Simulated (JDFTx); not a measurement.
# Energy of LiF along an even scaling of the cell

System: LiF (Fm-3m, 2 atoms in the cell).
Method: Kohn-Sham DFT of a periodic cell, LDA, PseudoDojo-SR-LDA-0.4.1-standard, no spin polarisation (JDFTx 1.7.0 (patched build)).

The 7 runs differ only in the geometry, by an even scaling of the cell at fixed fractional positions. The structure derives from an entry of the Crystallography Open Database.

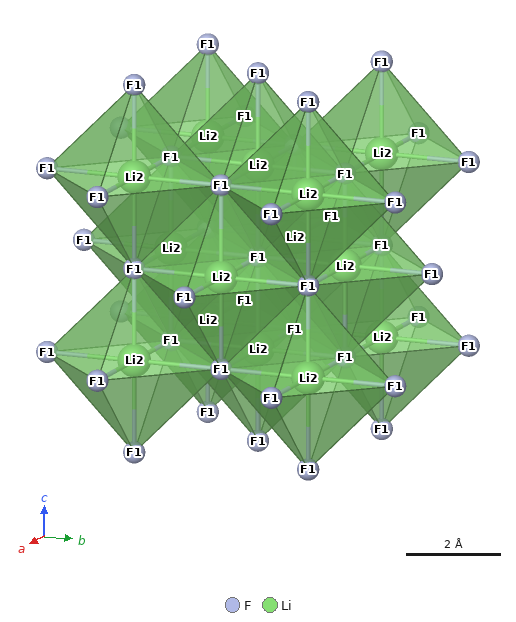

Figure 1. The structure of run 4 (polyhedral view of the cell 4 times as large as that of the calculation, set on its symmetry axes, seen slightly off an axis; polyhedra are completed across the faces of the cell; atoms are numbered from 1 in the order of the input). An atom can appear more than once, as a periodic image.

## Input of run 4
```
lattice \
    0.0000000000     3.8059084150     3.8059084150 \
    3.8059084150     0.0000000000     3.8059084150 \
    3.8059084150     3.8059084150     0.0000000000
coords-type Cartesian
ion F      3.8059084150     3.8059084150     3.8059084150 1
ion Li     0.0000000000     0.0000000000     0.0000000000 1

ion-species pseudo/F.upf
ion-species pseudo/Li.upf
elec-cutoff 42 336
elec-ex-corr lda-PW
kpoint-folding 11 11 11
elec-smearing Fermi 0.0018374661
elec-n-bands 10
electronic-SCF nIterations 100 energyDiffThreshold 1e-09
electronic-minimize nIterations 30 energyDiffThreshold 1e-7
forces-output-coords Cartesian

dump-name run.$VAR
dump End Ecomponents EigStats BandEigs Kpoints Forces Stress
```

Command:
```bash
jdftx -c 2 -i LiF.in -o LiF.out
```

Lattice vectors (Å) and fractional positions of run 4:
```
   0.000000    2.014000    2.014000
   2.014000    0.000000    2.014000
   2.014000    2.014000    0.000000
F   0.500000  0.500000  0.500000
Li  0.000000  0.000000  0.000000
```

Run 5 differs from it as follows:
```diff
-    0.0000000000     3.8059084150     3.8059084150 \
-    3.8059084150     0.0000000000     3.8059084150 \
-    3.8059084150     3.8059084150     0.0000000000
+    0.0000000000     3.8311138411     3.8311138411 \
+    3.8311138411     0.0000000000     3.8311138411 \
+    3.8311138411     3.8311138411     0.0000000000
-ion F      3.8059084150     3.8059084150     3.8059084150 1
+ion F      3.8311138411     3.8311138411     3.8311138411 1
```

## Results, with one run withheld

| run | volume per atom (Å³) | free energy per atom, from the lowest run given (meV) | pressure (GPa) | gap on the mesh (eV) |
| --- | --- | --- | --- | --- |
| 1 | 7.679 | 0.00 | −2.54 | 9.44 |
| 2 | 7.842 | 3.37 | −4.08 | 9.24 |
| 3 | 8.006 | 8.22 | −5.44 | 9.05 |
| 4 | 8.169 | 14.38 | −6.66 | 8.86 |
| 5 | 8.333 | ? | ? | ? |
| 6 | 8.496 | 30.09 | −8.70 | 8.52 |
| 7 | 8.659 | 39.40 | −9.56 | 8.36 |

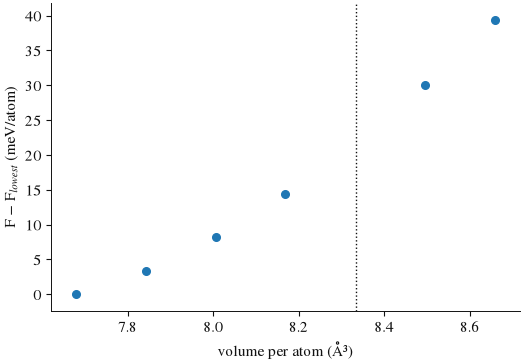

Figure 2. Free energy per atom of the runs given; the dotted line marks run 5.

Fit the runs given and predict run 5.

A cubic polynomial in V^(−2/3) (the Birch–Murnaghan form), fitted to the 6 runs given, misses them by at most 0.01 meV per atom. With x = V^(−2/3) − 0.24733 Å⁻², it reads F = 12.785 − 1955.3 x + 64782 x² + 8502 x³ (meV per atom). At run 5 it gives 21.73 meV per atom, and the run itself gives 21.72. The slope of the fit gives a pressure −dF/dV of −7.73 GPa there, and the run prints −7.74 GPa. The fit has no minimum inside this range. The gap on the mesh goes, without turning, from 9.44 eV in run 1 to 8.36 eV in run 7; run 5 has 8.69 eV. These are gaps of this functional on this mesh, which can miss the band edges; they aren't the measured gap.

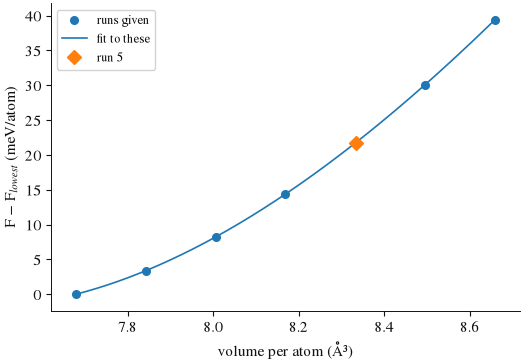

Figure 3. The fit and the withheld run.

## Some lines of the output (run 5)
```
[...]
unit cell volume = 112.462
     Etot =      -31.2797694696934236
        F =      -31.2797694696934236
	HOMO-LUMO gap: +0.319295
	Optical gap  : +0.319295 at state 0 ( [ +0.000000 +0.000000 +0.000000 ] spin 0 )
```
